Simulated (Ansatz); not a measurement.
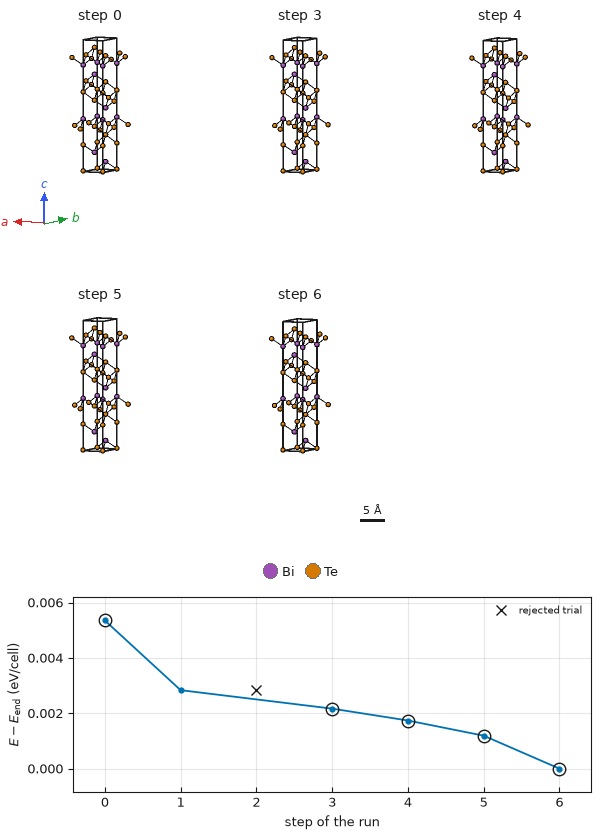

Frames of a relaxation of a crystal of Bi2Te3 (set up in R3m), marked on the history of the run. A ball-and-stick model of the conventional cell (3 times the calculation's cell), seen from a free direction. Lengths and directions refer to the drawn axes.

Level of theory: Ansatz, DFT PBEsol, scalar-relativistic, plane waves, PAW. Settings: plane-wave cutoff 420 eV; k-point mesh 12 × 12 × 12; occupations gaussian; smearing width 0.1 eV; no spin polarisation; cell and atoms relaxed; force threshold 0.005 eV/Å; at most 80 steps.

**What happens along the run?**

The run was cut off at its time limit before the relaxation converged, so the last structure is only a point on the way. The largest move relative to the cell is that of a Bi atom, 0.059 Å along +c. By element the largest moves are Bi 0.059 Å, Te 0.032 Å. The drawn cell changes as follows: a = b 4.390 → 4.422 Å (+0.7 %), c 29.119 → 28.525 Å (−2.0 %); the volume changes by −0.6 %. Among the contacts that change: Bi–Te 3.099 → 3.145 Å, Te–Te 3.216 → 3.186 Å. The space group stays R-3m (No. 166). The energy falls by 5.4 meV per cell of the calculation in 5 accepted moves (6 points after the start). The largest force component goes from 0.083 to 0.026 eV/Å. Pressure: −0.05 GPa at the start and 0.01 GPa at the end. The line search rejected the trial step at point 2 of the run. The run took 22 min on 1 thread of Intel(R) Xeon(R) Platinum 8259CL CPU @ 2.50GHz (Skylake/Cascade Lake), with other jobs on the host, peak memory 1.2 GiB. From step 0 to 3: a Bi atom moves most (0.02 Å), volume −0.4 %, energy −3.2 meV per cell of the calculation. From step 3 to 4: energy −0.4 meV per cell of the calculation. From step 4 to 5: volume −0.2 %, energy −0.5 meV per cell of the calculation. From step 5 to 6: a Bi atom moves most (0.02 Å), energy −1.2 meV per cell of the calculation.

Limits of the set-up: layers or molecules are held without a dispersion correction, so their spacing is unreliable.
